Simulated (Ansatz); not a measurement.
# Cu/BN/Zn: conductance against the thickness of the layer, part 6 of 7

Wanted: T(E), the conductance and its decay constant for Cu/BN/Zn. The lower electrode is Cu fcc(111), the upper one Zn hcp(0001); the barrier is BN zinc blende(111) (whole bilayers). In the first transport cell, after relaxation, the nearest pair of electrode and barrier is Cu–N at 2.00 Å, along the normal, at the lower face and Zn–B at 2.70 Å, at a slant, too long for a bond, at the upper one. A gap without bonds adds to the barrier. All share a net of side 2.567 Å, which strains the lower electrode by +0.0 %, the upper one by -3.5 % and the barrier by +0.0 %, against typed lattice constants near PBE's. The first steps treat the bulk electrodes alone.

Ansatz 0.2.0; PBE DFT, plane waves, PAW files (the session's first sound run).

So far, transmission at the Fermi level (a spin, zone mean): step 5 (the open system: T(E)) 0.0102; step 6 (23 atoms, atomic planes in the barrier 4, gap between the …) 0.103; step 7 (25 atoms, atomic planes in the barrier 6, gap between the …) 0.0316. Also channels of the lower lead: step 5 0.806.

## Step 8: Conductance on a fine mesh, 27 atoms

Level of this step: PBE DFT, plane waves, PAW files; ballistic transmission by layer matching between semi-infinite leads (Ansatz).

System of this step: Cu/BN/Zn. The cell holds 27 atoms: 8 Cu, 4 N, 4 B and 11 Zn. Its edges and angles: a = 2.567 Å, b = 2.567 Å, c = 65.617 Å, α = 90.0°, β = 90.0°, γ = 120.0°. Regions: left electrode, 8 atoms (8 Cu); barrier, 8 atoms (4 N and 4 B); right electrode, 11 atoms (11 Zn). Vacuum lies along c.

Barrier layers are added or taken out in the middle, and the relaxed faces stay.

Contents of input.yaml:

```yaml
crystal:
  lattice:
    - [2.567, 0.0, 0.0]
    - [-1.2835, 2.2230872115, 0.0]
    - [0.0, 0.0, 65.6166489675]
  atoms:
    - { symbol: Cu, position: [0.66666667, 0.33333333, 0.1066802421] }
    - { symbol: Cu, position: [0.0, 0.0, 0.1386024413] }
    - { symbol: Cu, position: [0.33333333, 0.66666667, 0.1705246405] }
    - { symbol: Cu, position: [0.66666667, 0.33333333, 0.2024468396] }
    - { symbol: Cu, position: [0.0, 0.0, 0.2343690388] }
    - { symbol: Cu, position: [0.33333333, 0.66666667, 0.2662912379] }
    - { symbol: Cu, position: [0.66666667, 0.33333333, 0.2982134371] }
    - { symbol: Cu, position: [0.0, 0.0, 0.3297232013] }
    - { symbol: "N", position: [0.0, 0.0, 0.360196608] }
    - { symbol: B, position: [0.33333333, 0.66666667, 0.3667753576] }
    - { symbol: "N", position: [0.33333333, 0.66666667, 0.392148971] }
    - { symbol: B, position: [0.66666667, 0.33333333, 0.3993012918] }
    - { symbol: "N", position: [0.66666667, 0.33333333, 0.4243647849] }
    - { symbol: B, position: [0.0, 0.0, 0.4315221851] }
    - { symbol: "N", position: [0.0, 0.0, 0.4568518511] }
    - { symbol: B, position: [0.33333333, 0.66666667, 0.4634983277] }
    - { symbol: Zn, position: [0.66666667, 0.33333333, 0.4978869242] }
    - { symbol: Zn, position: [0.0, 0.0, 0.5353911694] }
    - { symbol: Zn, position: [0.66666667, 0.33333333, 0.5751610126] }
    - { symbol: Zn, position: [0.0, 0.0, 0.6149308557] }
    - { symbol: Zn, position: [0.66666667, 0.33333333, 0.6547006989] }
    - { symbol: Zn, position: [0.0, 0.0, 0.6944705421] }
    - { symbol: Zn, position: [0.66666667, 0.33333333, 0.7342403852] }
    - { symbol: Zn, position: [0.0, 0.0, 0.7740102284] }
    - { symbol: Zn, position: [0.66666667, 0.33333333, 0.8137800715] }
    - { symbol: Zn, position: [0.0, 0.0, 0.8535499147] }
    - { symbol: Zn, position: [0.66666667, 0.33333333, 0.8933197579] }
kpoints:
  mp_grid: { grid: [12, 12, 1] }
scf:
  occupations: { method: fermi_dirac, width: 0.1 }
  max_iter: 150
hamiltonian:
  xc: pbe
output:
  transmission:
    kmesh: [36, 36]
    e_range: [-0.26, 0.27]
    de: 0.0375
    leads: [[3, 4], [21, 23]]
```

On the command line:

```bash
$ ansatz run input.yaml --threads 4 --pin off --max-ram 18432MiB --backend cpu --events-out ev --progress --plain --runs-dir out
```

Numbers of over 12 decimals in the logs are rounded to 6 here.

The log of the run:

```text
[...]
Crystal: 27 atoms, lattice volume = 374.452 Å³
Basis set: ecut = 420 eV, 7473 PW (Γ)
Bands: 190, of which v1, the nominal top of the filled ones, is band 158 counted from 1 (157 counted from 0)
Symmetry: 6 space group operations
[...]
k-points: 19 of 144 (time reversal used)
[...]
channels       : 7.939815e-1 a spin
[...]
slowest decay  : 0.0758 /Å at (0.0833, 0.0000)
[...]
filled         : 42.3 meV over the level at which it is neutral
    channels       : 6.072531e-1 a spin
[...]
slowest decay  : 0.0479 /Å at (0.3889, 0.2222)
  junction   : crystal 0 to crystal 1, 13.63 to 43.57 Å
    transmission   : 9.997693e-3 a spin
[...]
resistance     : 7.2117e-2 Ω µm² beyond half of each lead's own
[key lines of the parts left out:]
SCF converged after 13 iterations
Free energy (F): -91676.846650 eV
Fermi energy:    9.919769 eV
```

The job ended after 2.7 min (4 threads of Arm Neoverse V1, shared host; peak memory 2.2 GiB; 10 min of CPU time).

One spin. Transmission, zone mean against energy, zero at the Fermi level:

```csv
energy (eV),"transmission, zone mean"
-0.260,0.0166
-0.223,0.0159
-0.185,0.0146
-0.147,0.0134
-0.110,0.0124
-0.072,0.0116
-0.035,0.0107
0.003,0.01000
0.040,0.00933
0.077,0.00852
0.115,0.00776
0.152,0.00720
0.190,0.00673
0.228,0.00624
0.265,0.00577
```

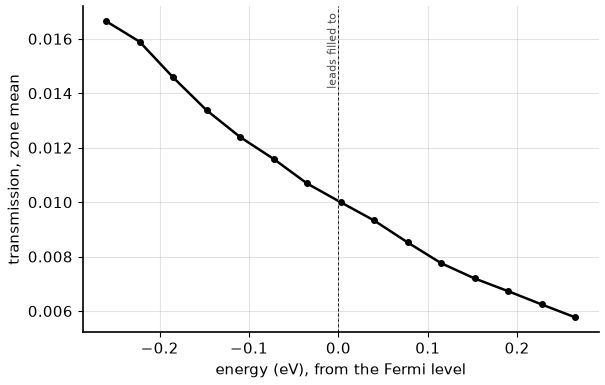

Transmission, zone mean, plotted against energy.

G = 1.4e13 S/m² (1/G = 0.0732 Ω µm²), 0.32 times the step before of this kind. The largest error estimate is 17 %, from the leads' potential steps. In the worse lead the potential repeats within 42 meV, which the program flags as too much for a lead, so G carries that doubt.

## Step 9: Conductance on a fine mesh, atomic planes in the barrier 10, gap between the electrodes 13.15 Å

System of this step: Cu/BN/Zn. The cell holds 29 atoms: 8 Cu, 5 N, 5 B and 11 Zn. Its edges and angles: a = 2.567 Å, b = 2.567 Å, c = 67.731 Å, α = 90.0°, β = 90.0°, γ = 120.0°. Regions: left electrode, 8 atoms (8 Cu); barrier, 10 atoms (5 N and 5 B); right electrode, 11 atoms (11 Zn). Vacuum lies along c.

Barrier layers are added or taken out in the middle, and the relaxed faces stay.

Contents of input.yaml:

```yaml
crystal:
  lattice:
    - [2.567, 0.0, 0.0]
    - [-1.2835, 2.2230872115, 0.0]
    - [0.0, 0.0, 67.730876013]
  atoms:
    - { symbol: Cu, position: [0.66666667, 0.33333333, 0.1033502062] }
    - { symbol: Cu, position: [0.0, 0.0, 0.1342759502] }
    - { symbol: Cu, position: [0.33333333, 0.66666667, 0.1652016943] }
    - { symbol: Cu, position: [0.66666667, 0.33333333, 0.1961274383] }
    - { symbol: Cu, position: [0.0, 0.0, 0.2270531824] }
    - { symbol: Cu, position: [0.33333333, 0.66666667, 0.2579789265] }
    - { symbol: Cu, position: [0.66666667, 0.33333333, 0.2889046705] }
    - { symbol: Cu, position: [0.0, 0.0, 0.3194308538] }
    - { symbol: "N", position: [0.0, 0.0, 0.3489530297] }
    - { symbol: B, position: [0.33333333, 0.66666667, 0.3553264228] }
    - { symbol: "N", position: [0.33333333, 0.66666667, 0.379907996] }
    - { symbol: B, position: [0.66666667, 0.33333333, 0.3868370563] }
    - { symbol: "N", position: [0.66666667, 0.33333333, 0.4111181895] }
    - { symbol: B, position: [0.0, 0.0, 0.4180521707] }
    - { symbol: "N", position: [0.0, 0.0, 0.442333304] }
    - { symbol: B, position: [0.33333333, 0.66666667, 0.4492672852] }
    - { symbol: "N", position: [0.33333333, 0.66666667, 0.4738062827] }
    - { symbol: B, position: [0.66666667, 0.33333333, 0.4802452888] }
    - { symbol: Zn, position: [0.0, 0.0, 0.5135604413] }
    - { symbol: Zn, position: [0.33333333, 0.66666667, 0.5498939872] }
    - { symbol: Zn, position: [0.0, 0.0, 0.5884224102] }
    - { symbol: Zn, position: [0.33333333, 0.66666667, 0.6269508331] }
    - { symbol: Zn, position: [0.0, 0.0, 0.6654792561] }
    - { symbol: Zn, position: [0.33333333, 0.66666667, 0.7040076791] }
    - { symbol: Zn, position: [0.0, 0.0, 0.742536102] }
    - { symbol: Zn, position: [0.33333333, 0.66666667, 0.781064525] }
    - { symbol: Zn, position: [0.0, 0.0, 0.8195929479] }
    - { symbol: Zn, position: [0.33333333, 0.66666667, 0.8581213709] }
    - { symbol: Zn, position: [0.0, 0.0, 0.8966497938] }
kpoints:
  mp_grid: { grid: [12, 12, 1] }
scf:
  occupations: { method: fermi_dirac, width: 0.1 }
  max_iter: 150
hamiltonian:
  xc: pbe
output:
  transmission:
    kmesh: [36, 36]
    e_range: [-0.26, 0.27]
    de: 0.0375
    leads: [[3, 4], [23, 25]]
```

The log of the run:

```text
[...]
Crystal: 29 atoms, lattice volume = 386.517 Å³
Basis set: ecut = 420 eV, 7745 PW (Γ)
Bands: 195, of which v1, the nominal top of the filled ones, is band 162 counted from 1 (161 counted from 0)
Symmetry: 6 space group operations
[...]
k-points: 19 of 144 (time reversal used)
[...]
channels       : 7.939815e-1 a spin
[...]
slowest decay  : 0.0755 /Å at (0.0833, 0.0000)
[...]
filled         : 42.8 meV over the level at which it is neutral
    channels       : 6.072531e-1 a spin
[...]
slowest decay  : 0.0484 /Å at (0.3889, 0.2222)
  junction   : crystal 0 to crystal 1, 13.63 to 45.68 Å
    transmission   : 3.114731e-3 a spin
[...]
resistance     : 2.3276e-1 Ω µm² beyond half of each lead's own
[key lines of the parts left out:]
SCF converged after 13 iterations
Free energy (F): -92219.053006 eV
Fermi energy:    9.990190 eV
```

Wall time 2.6 min (4 threads); peak memory 2.3 GiB; 10 min of CPU time.

G = 4.3e12 S/m² (1/G = 0.234 Ω µm²), 0.31 times the step before of this kind. The largest error estimate is 20 %, from the leads' potential steps. In the worse lead the potential repeats within 43 meV, which the program flags as too much for a lead, so G carries that doubt.

## Step 10: Conductance on a fine mesh, atomic planes in the barrier 12, gap between the electrodes 15.26 Å

System of this step: Cu/BN/Zn. The cell holds 31 atoms: 8 Cu, 6 N, 6 B and 11 Zn. Its edges and angles: a = 2.567 Å, b = 2.567 Å, c = 69.845 Å, α = 90.0°, β = 90.0°, γ = 120.0°. Regions: left electrode, 8 atoms (8 Cu); barrier, 12 atoms (6 N and 6 B); right electrode, 11 atoms (11 Zn). Vacuum lies along c.

Barrier layers are added or taken out in the middle, and the relaxed faces stay.

Contents of input.yaml:

```yaml
crystal:
  lattice:
    - [2.567, 0.0, 0.0]
    - [-1.2835, 2.2230872115, 0.0]
    - [0.0, 0.0, 69.8451030585]
  atoms:
    - { symbol: Cu, position: [0.66666667, 0.33333333, 0.1002217721] }
    - { symbol: Cu, position: [0.0, 0.0, 0.1302113869] }
    - { symbol: Cu, position: [0.33333333, 0.66666667, 0.1602010017] }
    - { symbol: Cu, position: [0.66666667, 0.33333333, 0.1901906165] }
    - { symbol: Cu, position: [0.0, 0.0, 0.2201802313] }
    - { symbol: Cu, position: [0.33333333, 0.66666667, 0.2501698461] }
    - { symbol: Cu, position: [0.66666667, 0.33333333, 0.2801594609] }
    - { symbol: Cu, position: [0.0, 0.0, 0.3097616097] }
    - { symbol: "N", position: [0.0, 0.0, 0.3383901427] }
    - { symbol: B, position: [0.33333333, 0.66666667, 0.3445706118] }
    - { symbol: "N", position: [0.33333333, 0.66666667, 0.3684080952] }
    - { symbol: B, position: [0.66666667, 0.33333333, 0.3751274112] }
    - { symbol: "N", position: [0.66666667, 0.33333333, 0.3986735491] }
    - { symbol: B, position: [0.0, 0.0, 0.4053976371] }
    - { symbol: "N", position: [0.0, 0.0, 0.4289437749] }
    - { symbol: B, position: [0.33333333, 0.66666667, 0.435667863] }
    - { symbol: "N", position: [0.33333333, 0.66666667, 0.4592140008] }
    - { symbol: B, position: [0.66666667, 0.33333333, 0.4659380888] }
    - { symbol: "N", position: [0.66666667, 0.33333333, 0.4897342854] }
    - { symbol: B, position: [0.0, 0.0, 0.4959783813] }
    - { symbol: Zn, position: [0.33333333, 0.66666667, 0.5282850766] }
    - { symbol: Zn, position: [0.66666667, 0.33333333, 0.5635187979] }
    - { symbol: Zn, position: [0.33333333, 0.66666667, 0.6008809568] }
    - { symbol: Zn, position: [0.66666667, 0.33333333, 0.6382431157] }
    - { symbol: Zn, position: [0.33333333, 0.66666667, 0.6756052746] }
    - { symbol: Zn, position: [0.66666667, 0.33333333, 0.7129674335] }
    - { symbol: Zn, position: [0.33333333, 0.66666667, 0.7503295924] }
    - { symbol: Zn, position: [0.66666667, 0.33333333, 0.7876917512] }
    - { symbol: Zn, position: [0.33333333, 0.66666667, 0.8250539101] }
    - { symbol: Zn, position: [0.66666667, 0.33333333, 0.862416069] }
    - { symbol: Zn, position: [0.33333333, 0.66666667, 0.8997782279] }
kpoints:
  mp_grid: { grid: [12, 12, 1] }
scf:
  occupations: { method: fermi_dirac, width: 0.1 }
  max_iter: 150
hamiltonian:
  xc: pbe
output:
  transmission:
    kmesh: [36, 36]
    e_range: [-0.26, 0.27]
    de: 0.0375
    leads: [[3, 4], [25, 27]]
```

The log of the run:

```text
[...]
Crystal: 31 atoms, lattice volume = 398.583 Å³
Basis set: ecut = 420 eV, 7979 PW (Γ)
Bands: 200, of which v1, the nominal top of the filled ones, is band 166 counted from 1 (165 counted from 0)
Symmetry: 6 space group operations
[...]
k-points: 19 of 144 (time reversal used)
[...]
channels       : 7.939815e-1 a spin
[...]
slowest decay  : 0.0754 /Å at (0.0833, 0.0000)
[...]
filled         : 35.2 meV over the level at which it is neutral
    channels       : 5.979938e-1 a spin
[...]
slowest decay  : 0.0068 /Å at (0.2500, 0.1111)
  junction   : crystal 0 to crystal 1, 13.63 to 46.58 Å
    transmission   : 9.763808e-4 a spin
[...]
resistance     : 7.4008e-1 Ω µm² beyond half of each lead's own
[key lines of the parts left out:]
SCF converged after 17 iterations
Free energy (F): -92761.272620 eV
Fermi energy:    10.058878 eV
```

Run time: 3.1 min. Hardware: 4 threads; peak memory 2.4 GiB.

One spin. The transmission, zone mean by energy, zero at the Fermi level:

```csv
energy (eV),"transmission, zone mean"
-0.260,0.00242
-0.223,0.00214
-0.185,0.00188
-0.147,0.00164
-0.110,0.00142
-0.072,0.00126
-0.035,0.00111
0.003,9.8e-4
0.040,8.5e-4
0.077,7.4e-4
0.115,6.3e-4
0.152,5.6e-4
0.190,5.0e-4
0.228,4.4e-4
0.265,3.9e-4
```

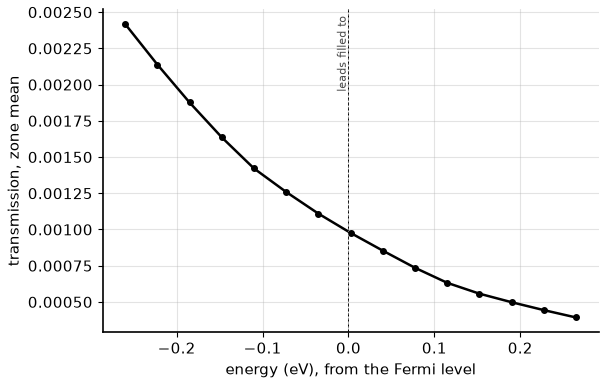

Transmission, zone mean, plotted against energy.

G = 1.3e12 S/m² (1/G = 0.741 Ω µm²), 0.32 times the step before of this kind. The largest error estimate is 25 %, from the leads' potential steps. In the worse lead the potential repeats within 43 meV, which the program flags as too much for a lead, so G carries that doubt.

## Step 11: The series together

Times are for 4 threads of Arm Neoverse V1, shared host. The runs compared:

```csv
no.,gap between the electrodes (Å),junction conductance (S/m²),resistance-area product beyond the leads (Ω um²),time,memory (GiB)
1,6.81,1.41e14,0.006011,2.5 min,2.0
2,8.92,4.31e13,0.02211,2.5 min,2.1
3,11.03,1.37e13,0.07212,2.7 min,2.2
4,13.15,4.28e12,0.2328,2.6 min,2.3
5,15.26,1.35e12,0.7401,3.1 min,2.4
```

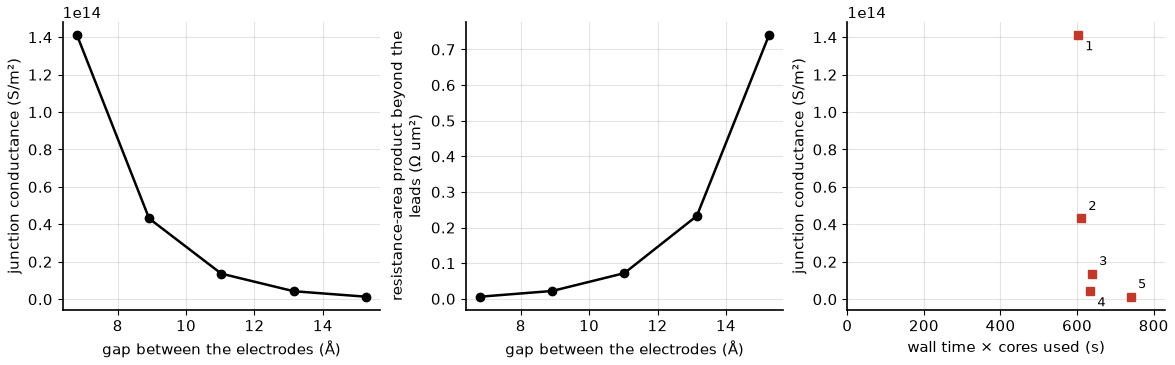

The series as plots; the last panel sets the first result against cost, with the runs numbered as in the table.

The runs together. The transmission, zone mean by energy, zero at the Fermi level:

```csv
energy (eV),6.81,8.92,11.03,13.15,15.26
-0.260,0.121,0.0447,0.0166,0.00630,0.00242
-0.223,0.125,0.0444,0.0159,0.00576,0.00214
-0.185,0.117,0.0411,0.0146,0.00519,0.00188
-0.147,0.111,0.0383,0.0134,0.00465,0.00164
-0.110,0.112,0.0366,0.0124,0.00418,0.00142
-0.072,0.113,0.0352,0.0116,0.00381,0.00126
-0.035,0.106,0.0329,0.0107,0.00344,0.00111
0.003,0.103,0.0316,0.01000,0.00311,9.8e-4
0.040,0.102,0.0304,0.00933,0.00281,8.5e-4
0.077,0.0970,0.0284,0.00852,0.00250,7.4e-4
0.115,0.0920,0.0264,0.00776,0.00221,6.3e-4
0.152,0.0881,0.0249,0.00720,0.00200,5.6e-4
0.190,0.0860,0.0240,0.00673,0.00183,5.0e-4
0.228,0.0826,0.0227,0.00624,0.00166,4.4e-4
0.265,0.0791,0.0214,0.00577,0.00150,3.9e-4
```

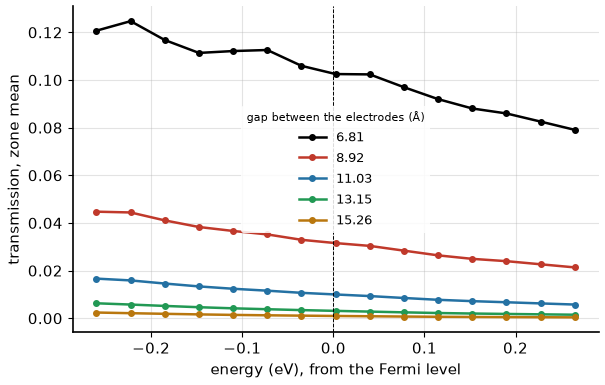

Transmission, zone mean against energy.

## Step 12: Fit against thickness

This step: Fit of the logarithm of the conductance against the barrier's thickness, from PBE DFT, plane waves, PAW files (Ansatz 0.2.0).

No new run: the logarithm is fitted against the thickness.

This step gave:

| Item | Value |
| --- | --- |
| decay constant of the conductance | 0.55 Å⁻¹ |
| r.m.s. misfit of ln G | 0.01 |

From the end points alone, β = ln(1.41e+14 / 1.35e+12) / 8.45 Å = 4.65 / 8.45 Å = 0.55 Å⁻¹.

[end of part 6 of 7]

[Logs are printed without paths, hosts, clocks, repeated set-up lines and the standing remarks that a program may print on its own settings, such as how far it seeks lower states.]

[Hosts, paths, dates, database ids (printed as entryN), source tags and the programs' standing remarks are cut or masked in the printed files.]
